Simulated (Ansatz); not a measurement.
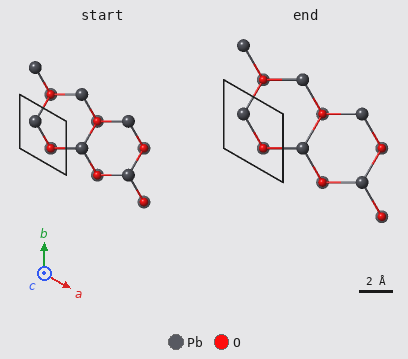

The structure of a crystal of PbO (built on the wurtzite type) before (left) and after (right) a relaxation, at one scale.

A ball-and-stick model of the cell of the calculation, repeated 3 × 2 × 1 with one cell outlined, seen along the c axis.

Theory: DFT, PBE, plane waves, PAW (Ansatz 0.2.0). Set-up: plane-wave cutoff 420 eV; k-point mesh 12 × 12 × 4; occupations fermi dirac; smearing width 0.02 eV; no spin polarisation; cell and atoms relaxed; force threshold 0.005 eV/Å.

Q: Describe what moved and what it gained.

A: Over 18 accepted moves (22 points after the start) the energy falls by 9.212 eV per cell of the calculation. The largest force component goes from 0.24 to under 0.0001 eV/Å. Pressure: 121.43 GPa at the start and 0.01 GPa at the end. The SCF was repeated 4 times at an unchanged geometry on a basis and grid sized afresh for the cell, which shifted the energy by 0.716 eV per cell of the calculation at most. The largest moves relative to the cell, 0.083 Å, are those of Pb and O atoms. Largest moves by element: Pb 0.083 Å, O 0.083 Å. Cell: a = b 3.299 → 4.198 Å (+27.3 %), c 5.387 → 5.856 Å (+8.7 %). Volume +76.1 %. Near-neighbour distances that change, for instance: O–Pb 2.020 → 2.489 Å, O–Pb 2.020 → 2.362 Å. Among the angles between lasting bonds that change: O–Pb–O 109.5° → 103.1°, Pb–O–Pb 109.5° → 103.1°, O–Pb–O 109.5° → 115.0°. The space group stays P6_3mc (No. 186). Cost: 3 min on 2 threads of Arm Neoverse N1, with other jobs on the host, peak memory 0.39 GiB.
